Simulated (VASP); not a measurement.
Input of the run:

INCAR:
```
ENCUT = 520.000000
SIGMA = 0.010000
EDIFF = 1.00e-07
ALGO = Normal
METAGGA = R2SCAN
PREC = Accurate
IBRION = -1
ISIF = 2
ISMEAR = 0
NBANDS = 15
NELM = 120
NSW = 0
LASPH = .TRUE.
LCHARG = .TRUE.
LELF = .TRUE.
LWAVE = .FALSE.
LREAL = .FALSE.
```

KPOINTS:
```
KPOINTS created by Atomic Simulation Environment
0
Gamma
8 8 8
0 0 0
```

POSCAR:
```
Sr O
 1.0000000000000000
     0.0349035128000000    2.7922810265000000    2.7922810265000000
     2.7922810265000000    0.0349035128000000    2.7922810265000000
     2.8271845393000001    2.8271845393000001    0.0000000000000000
 Sr  O
   1   1
Cartesian
  0.0000000000000000 -0.0000000000000000  0.0125204334609432
  1.4135922696499998  1.4135922696499998  1.3836200797890568
```

Run as:
```bash
mpirun -np 1 vasp_std
```

System: SrO, space group Imm2 (No. 44), 2 atoms in the cell, zincblende type, shear (xy) strain +2.5%.

Method: DFT, r2SCAN, plane waves, PAW, 8×8×8 k mesh, 520 eV cutoff (VASP).

What does the calculation give for the electronic structure?

There is a gap; over the k points computed it is 2.90 eV (indirect; the smallest direct gap is 3.71 eV). The upper group of valence states starts about 1.4 eV under the valence-band top (which lies at −1.5 eV on this axis), with a gap beneath it; it holds about 6 electrons a cell. Within the window shown, the tallest peak of the filled states lies 0.5 eV under the valence-band top, at about 7.1 states per eV and cell.

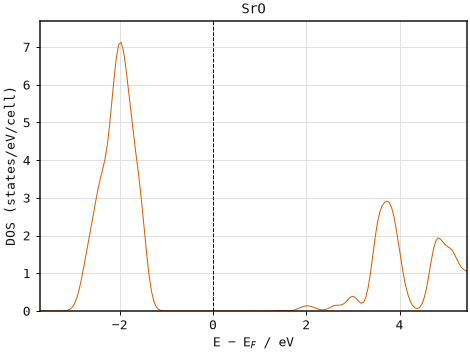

Density of states. Energies are counted from the Fermi level, put mid-gap where there is a gap. The curve is built from the levels of the k mesh with Gaussians 0.3 eV wide, which also blur the band edges.
